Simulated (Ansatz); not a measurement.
## Geometry relaxation of TaN (part 3 of 3)

Continued. System: TaN (slab, 6 atoms in the cell). Method: DFT r2SCAN, scalar-relativistic, plane waves, PAW, no spin polarisation (Ansatz 0.2.0); cutoff 500 eV, 12×12×1 k-mesh, Gaussian smearing of 0.1 eV. The structure derives from an entry of the Crystallography Open Database. The input holds or restrains some coordinates. Forces given for the steps count only the free coordinates. It belongs to a series of runs on one base structure; here: clean slab, lower half held.

Geometry of the input (Å; fractional positions):
```
2.9362  0.0000  0.0000
-1.4681  2.5428  0.0000
0.0000  0.0000  24.2115
Ta 0.3333  0.6667  0.3511
N  0.0000  0.0000  0.4106
Ta 0.3333  0.6667  0.4702
N  0.0000  0.0000  0.5298
Ta 0.3333  0.6667  0.5894
N  0.0000  0.0000  0.6489
```

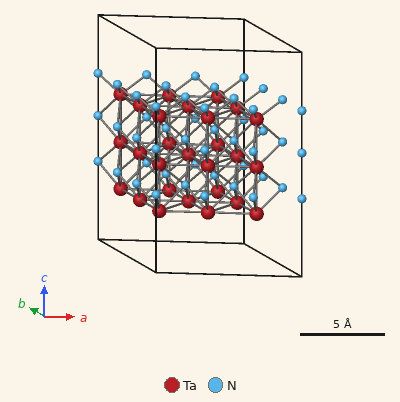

**Figure 1.** The geometry at step 6 of the log (ball-and-stick view of the 3 × 3 repeat of the cell, with the vacuum cut short, seen slightly off an axis).

## Remarks

Warnings of the run: the exchange-correlation potential is rough where the density is thin. Spin–orbit coupling is left out, which matters for Ta.
